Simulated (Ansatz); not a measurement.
System: NiAs-type AlN, space group P6_3/mmc (No. 194), 4 atoms in the cell, relaxed with r2SCAN; a = 2.833 Å, c = 4.841 Å (hexagonal axes). Starting point: PBE, Ansatz PAW set, no spin polarisation, no spin-orbit coupling, 6×6×4 k mesh, 420 eV cutoff, fixed occupations (Ansatz). Many-body step: G0W0 with empty bands 54, screening cutoff 80 eV and frequency treatment contour deformation.

In PBE the smallest gap over these k points is 5.01 eV, with direct gaps of 5.17 eV at Γ, 6.37 eV at (0.00, −0.50, 0.25) and 6.46 eV at M.

**What does G0W0 give?**

Over the k points that were corrected, the smallest gap goes from 5.01 eV in PBE (Γ to (0.00, −0.50, 0.25)) to 6.30 eV in G0W0 (Γ to (0.00, −0.50, 0.25)), a change of +1.29 eV (+26 %). Counted from the valence top, the lowest empty level moves by +1.53 eV at Γ, +1.29 eV at (0.00, −0.50, 0.25) and +1.08 eV at M; over the 15 points that were corrected the shifts run from +1.08 to +1.65 eV: a spread of 0.57 eV on a mean of 1.39 eV, so one scissor shift doesn't describe this level. Only two empty levels a point were corrected, so a higher one could drop under them. The top filled level also moves against the valence top, by −0.50 eV at K. Down to 3.8 eV under the top, the filled levels drop by about 0.13 eV more for each eV of depth, so the valence band is stretched by about 13 %.

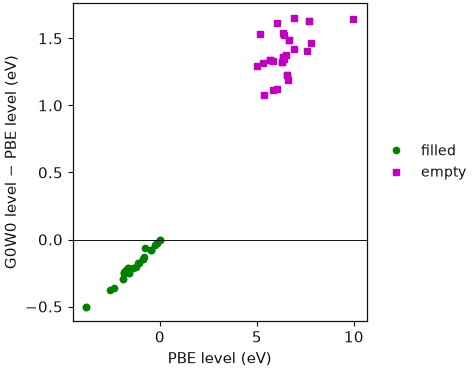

Change of each level from PBE to G0W0 against its PBE energy, both sets counted from their own valence top.

| k point | PBE direct gap (eV) | G0W0 direct gap (eV) |
| --- | --- | --- |
| Γ | 5.17 | 6.70 |
| (0.00, −0.50, 0.25) | 6.37 | 7.88 |
| M | 6.46 | 7.71 |

The k mesh is coarse (spacing up to 0.43 Å⁻¹), so the values aren't converged. The usual form of AlN is wurtzite. Bands, cutoffs and mesh are finite, so these values aren't at the basis limit.
